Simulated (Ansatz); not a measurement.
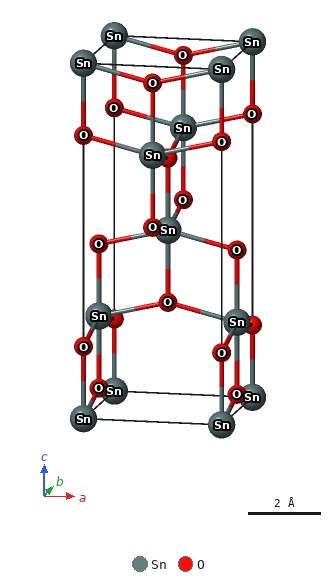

Normal modes of solid SnO₂, space group I4₁/amd (No. 141), at the zone centre. Style: ball-and-stick. Shown: the conventional cell (2 times the calculation's cell), slightly off an axis. Lengths and directions refer to the drawn axes.

These are results of Ansatz, DFT LDA, scalar-relativistic, plane waves, PAW, not measurements.

Input file:
```yaml
crystal:
  lattice:
    - [-1.986113037, 1.986113037, 5.0901677924]
    - [1.986113037, -1.986113037, 5.0901677924]
    - [1.986113037, 1.986113037, -5.0901677924]
  atoms:
    - { symbol: Sn, position: [0.75, 0.25, 0.5] }
    - { symbol: Sn, position: [0.0, 0.0, 0.0] }
    - { symbol: O, position: [0.7969975834, 0.7969975834, 0.0] }
    - { symbol: O, position: [0.9530024166, 0.4530024166, 0.5] }
    - { symbol: O, position: [0.2030024166, 0.2030024166, 0.0] }
    - { symbol: O, position: [0.5469975834, 0.0469975834, 0.5] }
basis:
  ecutwfc: 420
kpoints:
  mp_grid: { grid: [10, 10, 10] }
hamiltonian:
  xc: lda
scf:
  occupations: { method: gaussian, width: 0.05 }
output:
  eigenvalues: true
phonons:
  method: fd
  supercell: [1, 1, 1]
  amplitude: 0.02
  eigenvectors: true
  dielectric: false
```

Launched with:
```bash
ansatz run input.yaml --threads 2 --pin off --max-ram 5120MiB --backend cpu --events-out ev --progress --plain --runs-dir out
```

Frequencies are those without the non-analytic (LO–TO) term.

Question: Give the spectrum at this point.

Answer: The calculation's cell holds 6 atoms, so there are 15 optical modes, in 10 levels. The optical modes span 3E_g + 2E_u + 2B₁g + A₂u + A₁g + B₂u. No level is unstable.

```tsv
level	symmetry	frequency (cm⁻¹)	activity
1	E_g	148	Raman-active
2	E_g	178	Raman-active
3	E_u	247	infrared-active
4	B₁g	284	Raman-active
5	A₂u	443	infrared-active
6	A₁g	515	Raman-active
7	B₂u	525	silent
8	B₁g	574	Raman-active
9	E_u	584	infrared-active
10	E_g	744	Raman-active
```

The modes drawn as arrows (one member of each degenerate set), 6 of the levels:

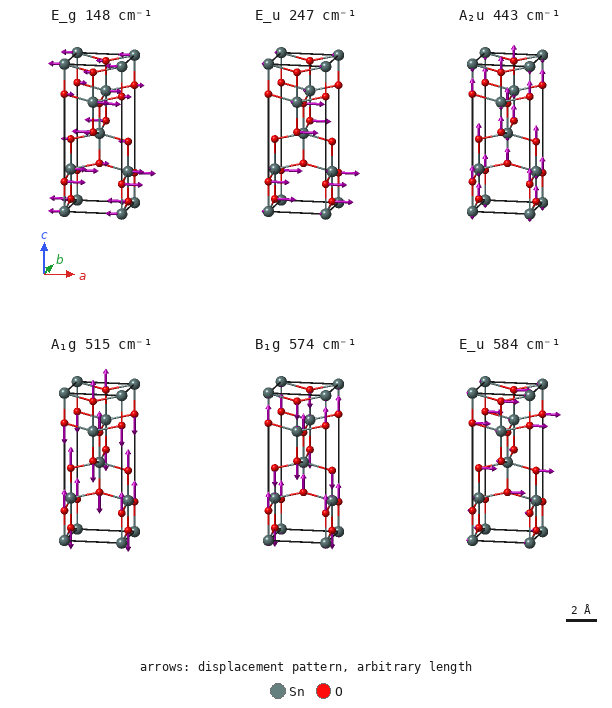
